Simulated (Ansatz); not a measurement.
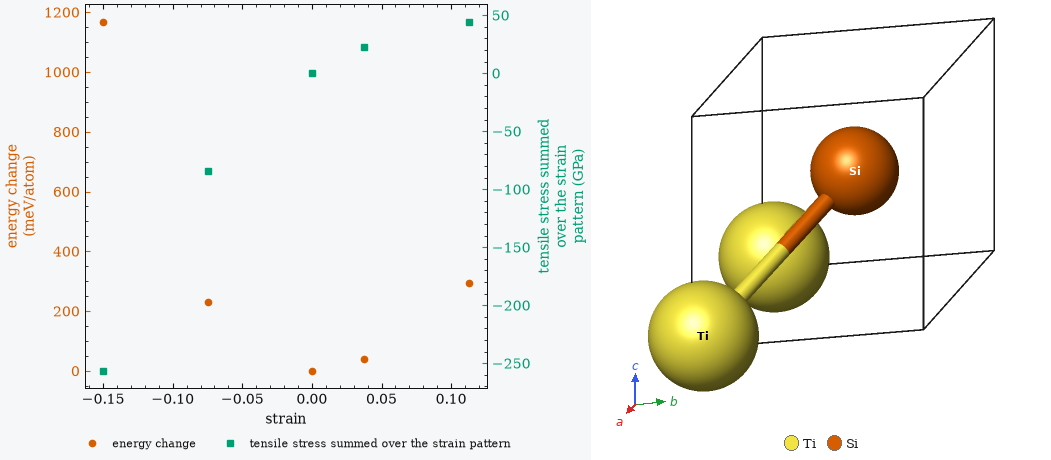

Plotted: energy change and tensile stress summed over the strain pattern against strain for TiSi, space group Cmmm (No. 65). The cell is drawn beside the plot.

Starting cell:
```xyz
2
Lattice="3.7932 0.0000 0.0000 0.0000 1.8028 2.0660 0.0000 -1.8028 2.0660" Properties=species:S:1:pos:R:3 pbc="T T T"
Ti    0.0000    0.0000    0.2096
Si    1.8966    0.0000    2.2758
```

Computed with Ansatz 0.2.0: homogeneous strain of a crystal along one Voigt pattern with engineering shear, fractional coordinates fixed, by plane-wave density functional theory with PAW datasets, free energies less that of the undisturbed cell; scalar-relativistic. Level: PBEsol, no spin polarisation.

- wave cutoff: 420 eV
- k mesh: 16×22×22
- occupations: Gaussian
- smearing width: 0.15 eV
- k shift: (0, 0, 0) (mesh steps)
- start: relaxed
- strain pattern: (1, 1, 0, 0, 0, 0) (xx yy zz yz xz xy with engineering shear)

Is the given structure stable along this path?

Yes: the energy rises on both sides of the starting structure, which is therefore a minimum along this path.

What does the tensile stress summed over the strain pattern do across the range?

It rises from −257 GPa at strain −0.1500 to 44 GPa at 0.1125, and changes sign near 0.000.
